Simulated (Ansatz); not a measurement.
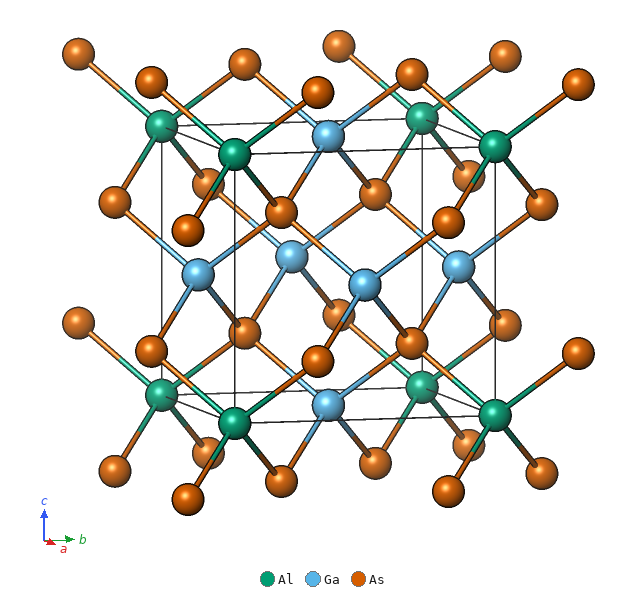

View slightly off an axis, drawn as a ball-and-stick model. The edges of the conventional unit cell are marked. The first bonded neighbours in the surrounding cells are also shown.

AlGa₃As₄, space group P-43m (No. 215), a = 5.74 Å, b = 5.74 Å, c = 5.74 Å, α = 90.00°, β = 90.00°, γ = 90.00°.

Level of theory and settings: DFT PBE, scalar-relativistic, plane waves, PAW (Ansatz 0.2.0), a basis cut at 420 eV, k-point mesh 6×6×6, no spin polarisation.

Question: Does it come out as a metal, or with a gap?

Answer: A semiconductor at this level, with a gap of 0.54 eV on the k-mesh (the true edges may lie between mesh points, so the gap can be somewhat smaller).

The initial geometry was a structure type filled with these elements by a generator (whether the compound takes this form wasn't checked). Relaxation method: DFT PBE, scalar-relativistic, plane waves, PAW in Ansatz.
